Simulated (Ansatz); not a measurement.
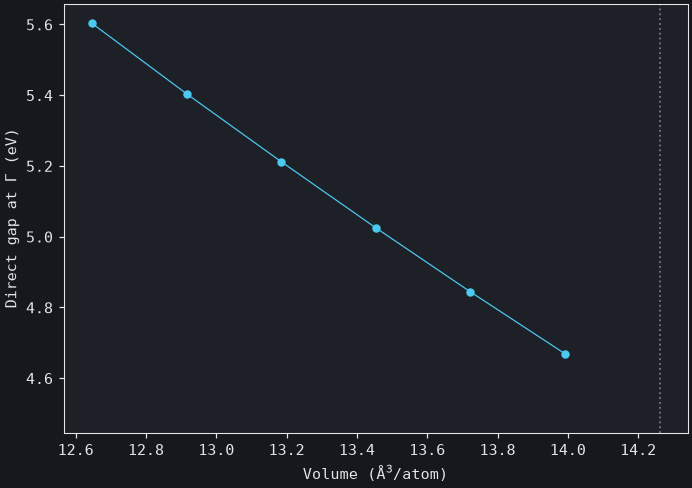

Direct gap at Γ. One run is left out (dotted line).

System: Al$_{2}$O$_{3}$, space group P-6m2, 5 atoms in the cell. The cell is scaled at fixed shape and fractional positions. At 13.45 Å³/atom, a = 2.884 Å, c = 9.337 Å (hexagonal axes). Ansatz 0.2.0; PBE, Ansatz PAW, no spin polarisation, no spin-orbit coupling, 11×11×3 k mesh, 420 eV cutoff, Fermi-Dirac smearing of 0.05 eV.

| volume | Γ (eV) |
| --- | --- |
| 12.65 Å³/atom | 5.60 |
| 12.92 Å³/atom | 5.40 |
| 13.18 Å³/atom | 5.21 |
| 13.45 Å³/atom | 5.03 |
| 13.72 Å³/atom | 4.84 |
| 13.99 Å³/atom | 4.67 |

Q: What does the missing run, at 14.26 Å³/atom, give?

A: A fit through the other points against the logarithm of the volume gives 4.49 eV at Γ (a straight line). The run itself gives 4.50 eV, within 0.01 eV of the estimate.

The smallest gap over all k points computed is 5.33, 5.15, 4.97, 4.79, 4.62, 4.46 and 4.30 eV in turn; it lies up to 0.27 eV under the lowest value plotted. LDA, GGA and most meta-GGA functionals understate gaps. The usual form of Al2O3 is corundum. The mesh misses K and H, where a smaller gap can lie.
